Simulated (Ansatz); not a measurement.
**Single-point calculation, with input and output: Ti**

The run: single-point calculation of Ti (R-3m, 2 atoms in the cell). Method and program: DFT PBEsol, scalar-relativistic, plane waves, PAW, no spin polarisation (Ansatz 0.2.0).

The structure derives from an entry of the Crystallography Open Database. It belongs to a series of runs on one base structure; here: mode 6 (178.2 1/cm) frozen in, largest displacement +0.037 A. Figures and captions count atoms from 1; the log counts them from 0 in places.

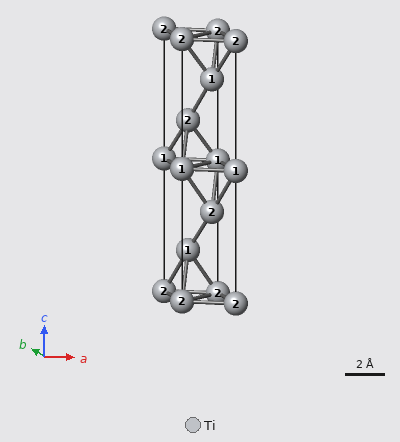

Figure 1. The structure as given in the input (ball-and-stick view of the cell 3 times as large as that of the calculation, set on its symmetry axes, seen slightly off an axis; atoms are numbered from 1 in the order of the input). An atom can appear more than once, as a periodic image. Near neighbours in the periodic cell (some may lie outside the picture): Ti has 12 Ti at 2.81 to 2.93 Å.

Input file
```yaml
crystal:
  lattice:
    - [0.0, -2.0279211515, -2.0279211515]
    - [-2.0279211515, 0.0, -2.0279211515]
    - [2.0279211515, 2.0279211515, -4.0558423031]
  atoms:
    - { symbol: Ti, position: [0.5026690677, 0.5026690677, 0.491992797] }
    - { symbol: Ti, position: [-0.0026690677, -0.0026690677, 0.008007203] }
basis:
  ecutwfc: 420
kpoints:
  mp_grid: { grid: [24, 24, 24] }
hamiltonian:
  xc: pbesol
scf:
  occupations: { method: gaussian, width: 0.15 }
output:
  forces: true
  stress: true
  eigenvalues: true
  write_density: true
  write_potential: true
  elf: true
  volumetric_format: npy
```

Run as:
```bash
ansatz run input.yaml --threads 2 --pin off --max-ram 5120MiB --backend cpu --events-out ev --progress --plain --runs-dir out
```

Output
```
Engine: ansatz 0.2.0, x86_64-unknown-linux-gnu
Pseudopotentials: kind: paw
Pseudopotential: Ti, paw, valence charge 12, recommended cutoff 420 eV (normal), Ti.paw.azcp
Functional definition: PBEsol
  exchange = pbesol_x
  correlation = pbesol_c
Crystal: 2 atoms, lattice volume = 33.359 Å³
Basis set: ecut = 420 eV, 663 PW (Γ), exchange–correlation on 40×40×72 points (8 copies of the dense FFT grid, shifted against one another)
Bands: 16, of which v1, the nominal top of the filled ones, is band 12 counted from 1 (11 counted from 0)
Symmetry: 12 space group operations
Space group: R-3m (ITA 166), of the structure as read, at distance tolerance 3.2e-5 Å
k-points: 1313 of 13824
Non-local potential: Ti, projectors of the file, l = 0: 3, l = 1: 2, l = 2: 3, l = 3: 1
PAW form: soft (Blöchl's): semilocal exchange-correlation on the pseudo side does not see the compensation charge
PAW frozen core: Ti, regenerated for the run's functional, and the local potential with it (the file was generated under x = pbe(κ = 0.804, μ = 0.2195149727645171), c = pbe(β = 0.06672455060314922))
PAW one-centre angular grid: Ti, 590 points (default); XC on 64 Gauss nodes
Initial density: superposition of atomic densities (neutral atoms: chi_scale 0, normalization atom), corrected by the library's trained network
Initial wavefunctions: pseudopotential atomic-orbital guess
Functional: x = pbesol(κ = 0.804, μ = 0.12345679012345678), c = pbesol(β = 0.046)
SCF iter   1: F=—  HF=-4947.695042 eV  |F-HF|=—  |Δ(HF+E_count)|=         —  Δρ=7.07e-3  dr2=1.26e-2  ethr=1.77e-3  ⟨swp⟩=3.4  Hψ=84329  notcnv=0
preconditioner: auto → none  [metal: Δε(μ)=0.000 eV  Ē_g=2.961 eV  σ=0.150 eV  W_gap=0.00  n_scr=8 (ndim 8)  ℏωp=18.2 eV  f_vac=0.000  D(μ)=3.24/eV (n_scr^D=36)  sad-step TF]
SCF iter   2: F=—  HF=-4947.691628 eV  |F-HF|=—  |Δ(HF+E_count)|=   3.41e-3  Δρ=3.30e-3  dr2=2.76e-3  ethr=5.27e-5  ⟨swp⟩=1.3  Hψ=32513  notcnv=0
SCF iter   3: F=—  HF=-4947.690969 eV  |F-HF|=—  |Δ(HF+E_count)|=   6.59e-4  Δρ=3.63e-4  dr2=7.54e-5  ethr=1.15e-5  ⟨swp⟩=2.9  Hψ=37532  notcnv=0
SCF iter   4: F=—  HF=-4947.690991 eV  |F-HF|=—  |Δ(HF+E_count)|=   2.23e-5  Δρ=3.24e-4  dr2=1.50e-4  ethr=3.14e-7  ⟨swp⟩=2.0  Hψ=32550  notcnv=0
SCF iter   5: F=—  HF=-4947.690956 eV  |F-HF|=—  |Δ(HF+E_count)|=   3.51e-5  Δρ=2.48e-5  dr2=1.33e-7  ethr=3.14e-7  ⟨swp⟩=2.0  Hψ=29903  notcnv=0
SCF iter   6: F=-4947.690956 eV  HF=-4947.690956 eV  |F-HF|=6.37e-10  |Δ(HF+E_count)|=   9.11e-8  Δρ=2.10e-6  dr2=9.75e-10  ethr=4.17e-10  ⟨swp⟩=7.0  Hψ=122140  notcnv=0
SCF 1 converged in 6 iterations: F = -4947.690956 eV  dr2 = 9.75e-10
  greatest PAW one-centre occupation: 0.999 electrons in one spin orbital (limit 2), on the Ti atom at site 1 (counted from 0), in its partial waves of l = 0
SCF converged after 6 iterations
Free energy (F): -4947.690956 eV
Harris-Foulkes:  -4947.690956 eV  (|F-HF|=6.37e-10)
Internal energy: -4947.654170 eV  (E = F + TS)
E sigma→0 (E₀):  -4947.672563 eV
Entropy (-TS):   -0.036786 eV (-18.393 meV/atom)
Fermi energy:    13.791119 eV
--- Per-component energies (eV) ---
  E_band       = -298.383087
  E_kinetic    = 546.663388
  E_local      = -1585.984656  (includes V_loc(G=0)·N_el)
  E_nonlocal   = 19.052229
  E_hartree    = 653.559667
  E_xc         = -193.902280
  E_vxc        = -243.681834  (∫ρ·V_xc dr)
  E_paw        = -2045.306999  (= ΣΔE_a)
  E_vpaw       = -341.552058  (= ΣTr[D̂ρ^β])
  E_aug_tail   = 0.000223  (compensation charges beyond the density's cutoff)
  E_ewald      = -2342.014511
  E_core_change = 0.278769  (= ΣΔE_core)
  E_smearing   = -0.036786  (= −TS)
  E_closure    = 0.000000  (closes the sum)
  Σ components = -4947.690956   (vs F -4947.690956, Δ=0.00e0)
--- Forces (eV/Å), atoms counted from 1 ---
  atom   1  Ti     0.14109346     0.14109346    -0.14109346
  atom   2  Ti    -0.14109346    -0.14109346     0.14109346
  max |Σ_I F_I| component: 2.78e-17 eV/Å
--- Stress (GPa, compression-positive) ---
        0.340694       0.037874      -0.037874
        0.037874       0.340694      -0.037874
       -0.037874      -0.037874       0.340694
  P = ⅓ Tr σ = 0.3407 GPa (3.407 kbar)
--- Band table (eV; the first three rows and the last of 1313) ---
  k-point 0: bands = ["-42.5817", "-42.4290", "-19.2848", "-18.5997", "-18.5997", "-18.4983", "-18.4975", "-18.4975", "7.6235", "11.0939", "14.4063", "14.5484", "14.5484", "14.6797", "14.6797", "14.8346"]
  k-point 1: bands = ["-42.5811", "-42.4296", "-19.2817", "-18.5993", "-18.5993", "-18.5017", "-18.4979", "-18.4979", "7.6382", "11.0863", "14.3851", "14.5526", "14.5526", "14.6853", "14.6853", "14.8213"]
  k-point 2: bands = ["-42.5793", "-42.4314", "-19.2723", "-18.5981", "-18.5981", "-18.5119", "-18.4991", "-18.4991", "7.6821", "11.0625", "14.3236", "14.5650", "14.5650", "14.7017", "14.7017", "14.7838"]
  k-point 1312: bands = ["-42.3948", "-42.3948", "-19.0818", "-19.0802", "-18.9743", "-18.9117", "-18.6902", "-18.6854", "12.4131", "12.6412", "12.6470", "12.6556", "13.8063", "13.8879", "15.8238", "16.0639"]
```

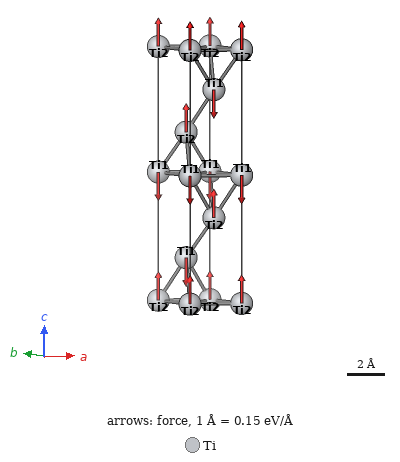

Figure 2. Forces on the atoms as red arrows (ball-and-stick view of the cell 3 times as large as that of the calculation, set on its symmetry axes, seen at an oblique angle; atoms are numbered from 1 in the order of the input). The largest act on Ti1, Ti2 (0.24 eV/Å). The geometry is not a stationary point of this energy.

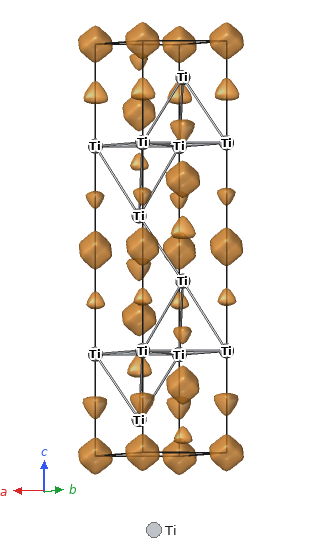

Figure 3. Isosurface of the ELF at 0.55 (orange), seen at an oblique angle. Only the valence region is drawn (cores and ρ < 0.01 e/Å³ removed). Sticks mark near contacts. The outline is the cell set on symmetry axes. Profiles from the grid: Ti–Ti (2.81 Å): the ELF is about 0.20 at the midpoint; no shared electron pair. Ti–Ti (2.87 Å): the ELF is about 0.20 at the midpoint; no shared electron pair. In a PAW calculation such maps are meaningful between the atoms, not at the nuclei.

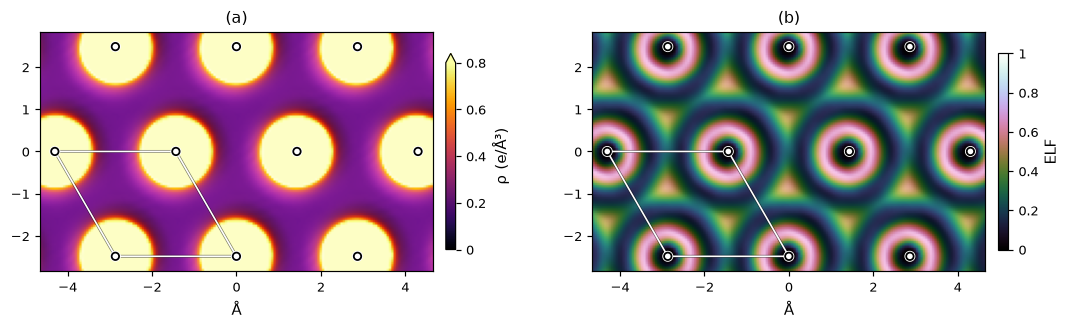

Figure 4. (a) valence charge density (pseudo); (b) ELF on the (001) plane of the conventional cell. Circles mark the nuclei in the plane (Ti). The section cuts through Ti sites. Ti–Ti (2.87 Å): ρ at the midpoint is about 0.2 e/Å³; the ELF is about 0.25 at the midpoint (no localised pair between them). Away from the nuclei the density in this plane falls to 0.19 e/Å³ at its lowest. The strong features right at Ti lie inside the PAW spheres (semicore, d or f shells) and say nothing about bonding.

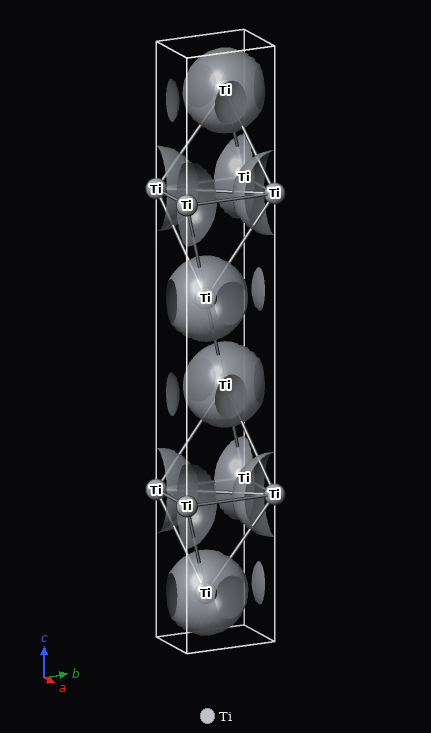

Figure 5. Isosurface of the valence charge density (pseudo) at 0.4 e/Å³ (grey), seen slightly off an axis. Sticks mark near contacts. The outline is the cell set on symmetry axes. At this value the density breaks into separate islands; it holds about 75 % of the electrons treated as valence (semicore included). It is pinched off along the Ti–Ti (2.81 Å), Ti–Ti (2.87 Å) and Ti–Ti (2.93 Å) contacts. On the grid the lowest density along these lines, outside the cores, is 0.21 e/Å³ (Ti–Ti, 2.81 Å), 0.2 e/Å³ (Ti–Ti, 2.87 Å) and 0.19 e/Å³ (Ti–Ti, 2.93 Å).

Results in brief

| quantity | value |
| --- | --- |
| outcome | converged |
| space group (tolerance 0.01 Å) | R-3m (166) |
| electrons treated | 24 |
| free energy | −4947.6910 eV |
| Fermi energy | 13.791 eV |
| gap on the k-point mesh | none (metallic) |
| pressure | 0.34 GPa |
| largest force (length of the vector) | 0.244 eV/Å |
| hardware | 2 threads of AMD EPYC (Zen 5), 32 GiB of memory available, shared host |
| wall time | 7.4 s (CPU time 14 s) |
| peak memory | 0.86 GiB |
